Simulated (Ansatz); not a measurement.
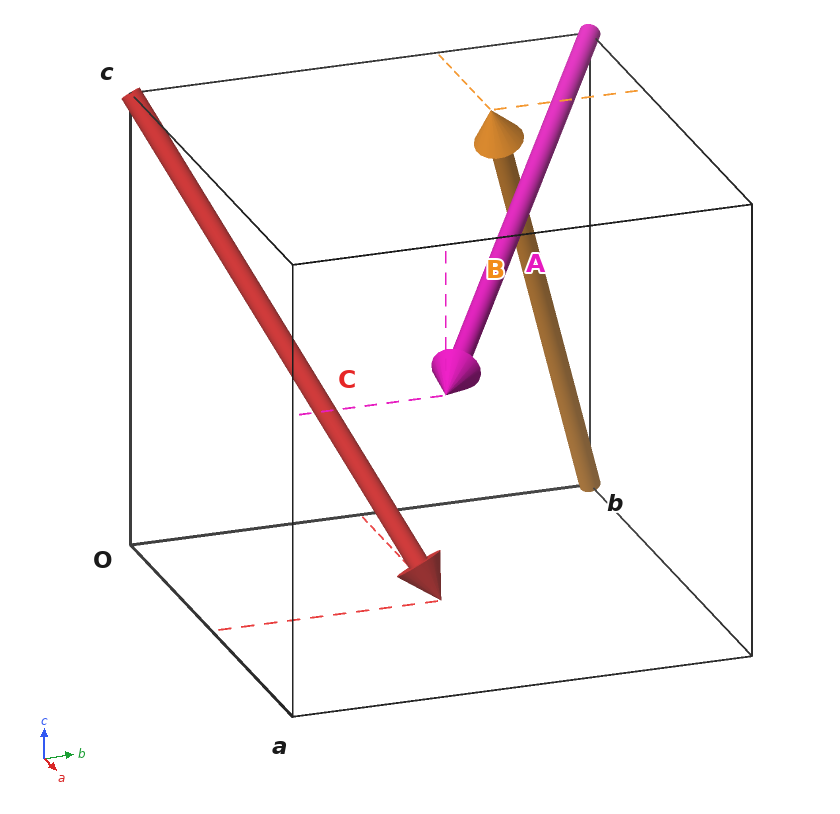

Crystal: AgCl, the end point of a relaxation with DFT, PBE, PAW with Ansatz's default frozen-core files, scalar-relativistic in Ansatz 0.2.0; the starting structure was generated, so it need not be a known form of this composition. Each arrow starts at a corner of the unit cell and ends on its surface; where a tip isn't a corner, dashed lines run from it parallel to the axes. Geometry calculated from the standardised cell; symmetry tolerance 0.002 Å.

a = 5.610 Å, b = 5.610 Å, c = 5.610 Å, α = 90.00°, β = 90.00°, γ = 90.00°.

Give [uvw] of each arrow.

Arrow A runs from (0, 1, 1) to (1, 1/3, 2/3), so [3 −2 −1]; Arrow B runs from (0, 1, 0) to (1/3, 2/3, 1), so [1 −1 3]; Arrow C runs from (0, 0, 1) to (1/2, 1/2, 0), so [1 1 −2].

How long is the vector ua + vb + wc in each case, and what angles do the directions make?

A 20.992 Å; B 18.608 Å; C 13.743 Å. A–B: 80.7°. A–C: 70.9°. B–C: 137.6°.

In No. 225, Fm-3m, how many directions are equivalent to A (Laue class m-3m, both senses counted)?

48.
